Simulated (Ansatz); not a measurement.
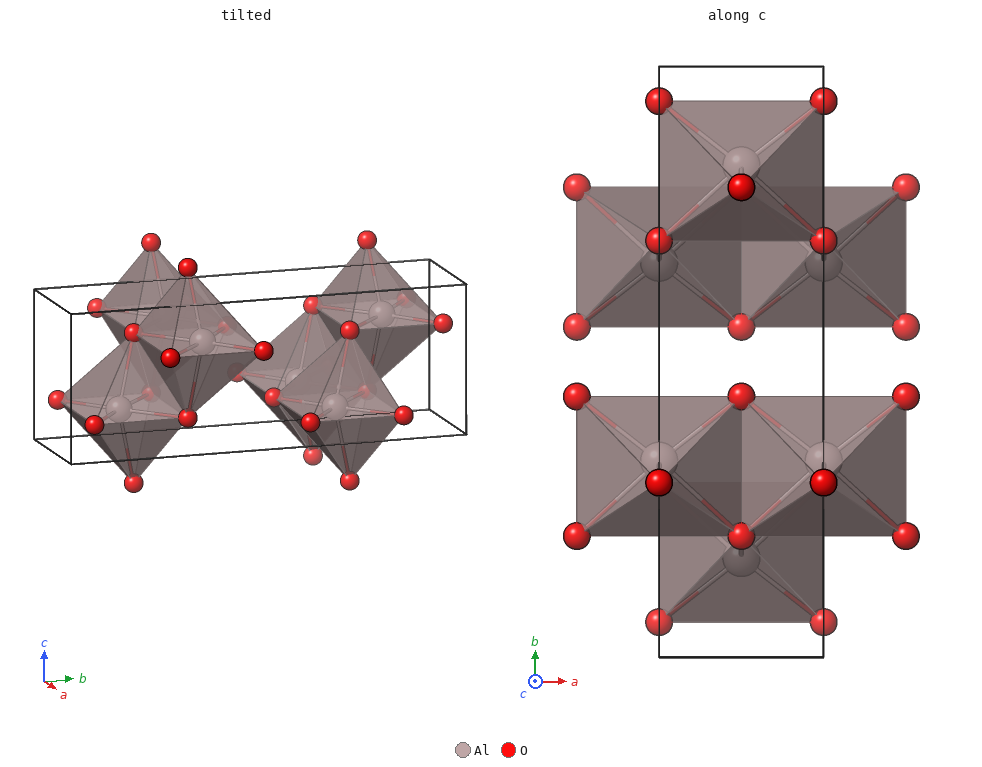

Drawn in the polyhedral manner and seen slightly off an axis and along the c axis. One conventional unit cell is framed, with atoms on its boundary repeated. Some neighbours outside the box are added. Cell: a = 2.96 Å, b = 10.61 Å, c = 3.93 Å, α = 90.00°, β = 90.00°, γ = 90.00°.

It goes back to a structure listed in the Materials Project. The cell was then strained or its atoms displaced on purpose. It went into a calculation with Ansatz.

Describe the arrangement of the atoms.

Answer. Its composition is AlO2. Space group: Cmcm (No. 63). Lattice: base-centred orthorhombic. The cell comprises 4 formula units: 4 Al, 8 O. The polyhedra are AlO6 octahedra; they share corners and edges. The neighbours of Al are six O in a distorted octahedral arrangement at about 1.9 to 2.0 Å. O takes two kinds of site: 4c with four Al at about 2.0 Å; 4c with two Al in a bent arrangement at about 1.9 Å. The bonds build AlO2 layers parallel to (010).

Setup: Ansatz, DFT PBE+D3(BJ), scalar-relativistic, plane waves, PAW; wavefunction cutoff 420 eV, k-points about 0.14 Å⁻¹ apart, Gaussian smearing of 0.15 eV, collinear spins.

Which atoms carry magnetic moments in this run, and how do they order?

Answer. The state reached is ferromagnetic. Sizes: O 0.7 μB; net moment 1.9 μB in the run's cell of 6 atoms.

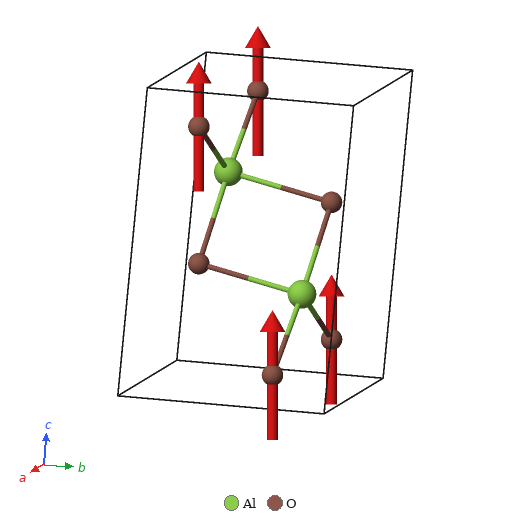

Site moments above 0.25 μB as arrows, small induced ones on non-metal atoms left out (red along the largest or up, blue against, purple across). The run's cell of 6 atoms is drawn in a reduced setting, so axes and origin can differ from the first picture.

How large a gap does the method give, if there is one?

Answer. A metal: bands cross the Fermi level.

Do the forces and the stress vanish for this geometry?

Answer. No. The largest force is 0.56 eV/Å, on Al. The pressure is -11.8 GPa, so the cell would contract. The stress isn't hydrostatic: its largest component is 21.3 GPa.
